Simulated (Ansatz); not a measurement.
MgO

The calculation's input:

```
crystal:
  lattice:
    - [0.0, 2.2590823005, 2.2590823005]
    - [2.2590823005, 0.0, 2.2590823005]
    - [2.2590823005, 2.2590823005, 0.0]
  atoms:
    - { symbol: Mg, position: [0.5, 0.5, 0.5] }
    - { symbol: O, position: [0.75, 0.75, 0.75] }
hamiltonian:
  xc: pbe
  pseudopotentials: { kind: paw }
kpoints:
  mp_grid: { grid: [10, 10, 10] }
scf:
  occupations: { method: fermi_dirac, width: 0.05 }
output:
  forces: true
  stress: true
  eigenvalues: true
  write_density: true
  write_potential: true
  elf: true
  volumetric_format: npy
```

Launched as:

```sh
ansatz run input.yaml --threads 2 --pin off --max-ram 5632MiB --backend cpu --events-out ev --progress --plain --runs-dir out
```

Below, planes, directions and counts refer to the conventional cell (a = 4.52 Å, b = 4.52 Å, c = 4.52 Å, α = 90.00°, β = 90.00°, γ = 90.00°).

Space group F-43m; a generated structure, not necessarily the stable one; computed pressure about 8 GPa in this cell.

Theory: Ansatz, Kohn-Sham DFT of a periodic cell, PBE, Ansatz PAW.

What will maps of the valence pseudo-density and electron localisation function show?

Mg–O (1.96 Å): ρ is about 0.46 e/Å³ halfway; the ELF peaks at about 0.85 in the valence shell of O, 0.7 Å from its nucleus, and is about 0.35 at the midpoint: an ionic contact with no shared pair.

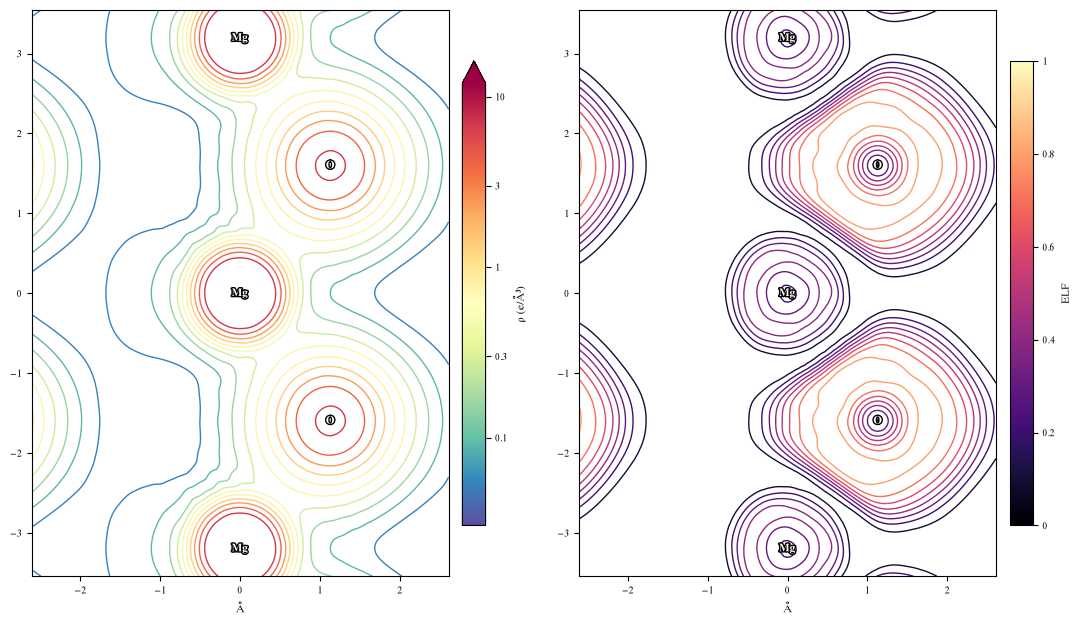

Computed valence pseudo-density and electron localisation function on the (011) plane of the conventional cell, in this order. 

Core electrons are frozen (PAW), and the valence fields are smoothed inside the atomic spheres.
